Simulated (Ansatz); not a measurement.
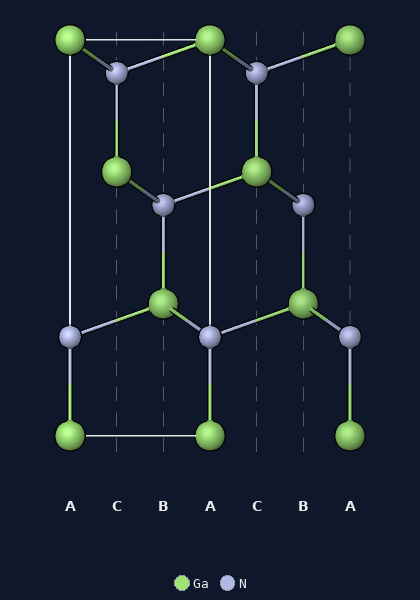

Projection along an edge of the hexagonal mesh, stacking direction [111] upwards. The dashed lines mark the three columns A (0, 0), B (1/3, 2/3) and C (2/3, 1/3). The box is the hexagonal cell of the face-centred cubic lattice. The sequence starts with the first layer at or above the cell's origin.

System GaN; source of the atomic positions: the geometry relaxed with DFT PBE, scalar-relativistic, plane waves, PAW in Ansatz 0.2.0.

Question: List the layers of one repeat.

Answer: Ga(A) – N(A) – Ga(B) – N(B) – Ga(C) – N(C) (six layers in 7.88 Å).

Question: How are the N layers alone stacked?

Answer: N layers alone: ABC, the cubic close-packed type.

Question: Which positions between or in the N layers do the other atoms fill?

Answer: Ga: three tetrahedral sites (per hexagonal cell).

Question: What short polytype symbol fits?

Answer: Polytype symbol 3C, the symbol of a tetrahedral polytype (number of double layers in the repeat and lattice).

Heights of the layers:

| layer | atoms (column) | height (Å) | to next (Å) |
| --- | --- | --- | --- |
| 1 | Ga(A) | 0.00 | 1.97 |
| 2 | N(A) | 1.97 | 0.66 |
| 3 | Ga(B) | 2.63 | 1.97 |
| 4 | N(B) | 4.60 | 0.66 |
| 5 | Ga(C) | 5.25 | 1.97 |
| 6 | N(C) | 7.22 | 0.66 |
